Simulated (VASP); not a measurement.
Consider CuI.

```
CELL_PARAMETERS angstrom
5.72418 0.00000 0.00000
0.00000 5.72418 0.00000
0.00000 0.00000 5.72418
ATOMIC_POSITIONS crystal
Cu 0.00000 0.00000 0.00000
Cu 0.50000 0.50000 0.00000
Cu 0.50000 0.00000 0.50000
Cu 0.00000 0.50000 0.50000
I 0.50000 0.00000 0.00000
I 0.00000 0.50000 0.00000
I 0.00000 0.00000 0.50000
I 0.50000 0.50000 0.50000
```

Space group Fm-3m; a structure from a database of computed crystals, not necessarily the ambient phase.

These are results of Kohn-Sham DFT of a periodic cell, PBE, VASP PAW PBE potentials, recommended in VASP 6.6.1, not measurements.

Q: Predict the valence pseudo-density and electron localisation function between the atoms.

A: Cu–I (2.86 Å): the density is about 0.27 e/Å³ at the midpoint, with its minimum of 0.23 e/Å³ about 1.3 Å from Cu; the ELF is about 0.50 at the midpoint and 0.15 at its lowest between the atoms.

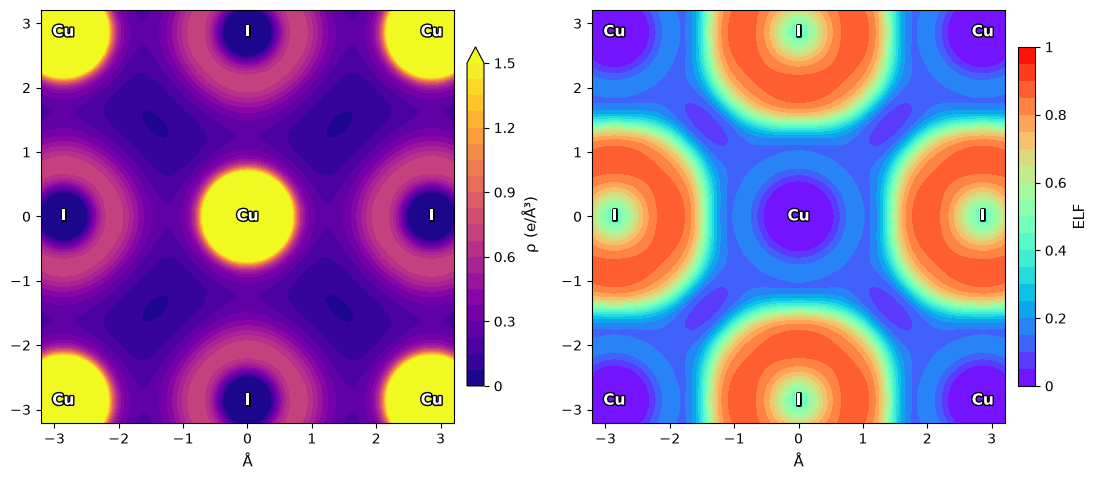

Computed valence pseudo-density and electron localisation function on the (100) plane of the conventional cell, in this order. 

The density is the valence pseudo-density of a PAW calculation; it isn't the true density close to the nuclei.
